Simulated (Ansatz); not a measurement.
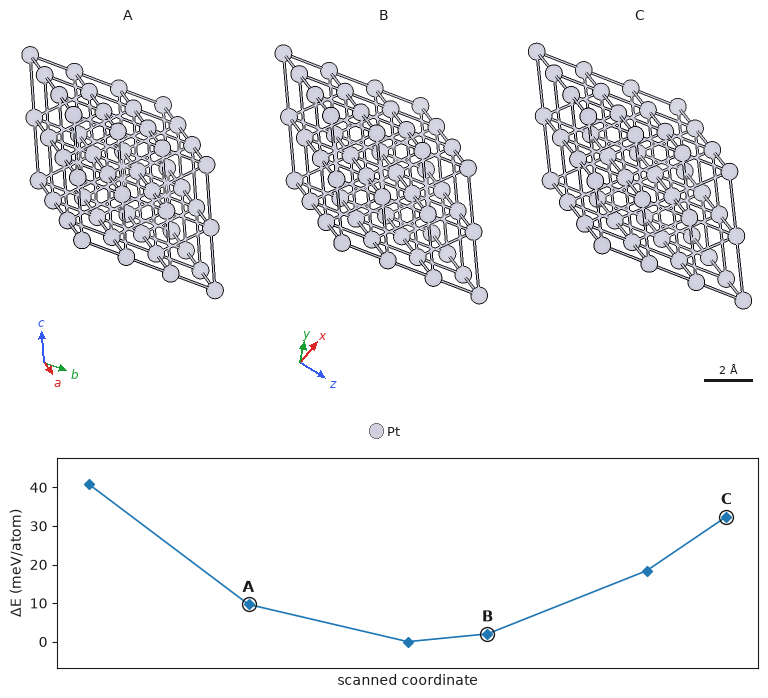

Frames of a one-coordinate scan of crystalline Pt (Im-3m). x, y and z are the Cartesian axes of the input. The picture is a ball-and-stick view of the cell of the calculation, repeated 3 × 3 × 2 with one cell outlined, seen slightly off an axis.

All numbers below come from DFT PBEsol, scalar-relativistic, plane waves, PAW in Ansatz. Set-up: plane-wave cutoff 420 eV; k-point mesh 26 × 26 × 26; occupations gaussian; smearing width 0.15 eV; no spin polarisation. Energies (free energies at the smearing named) are counted from the relaxed crystal.

> Which coordinate changes from frame to frame?

The cell is strained along z alone, with the atoms kept at their fractional coordinates. In the frames the strain is −0.03 (A), 0.015 (B), 0.06 (C). Of the computed points the lowest is at the strain 0.00, 0.0 meV/atom. The end points stand at 40.8 meV/atom (−0.06) and 32.4 meV/atom (0.06). The distortion takes the space group from Im-3m to I4/mmm. At the strain −0.06 the cell of the drawing goes a 2.703 → 2.650 Å, b 2.703 → 2.650 Å, c 2.703 → 2.650 Å, α 109.5° → 107.8°, β 109.5° → 107.8°, γ 109.5° → 112.8°.
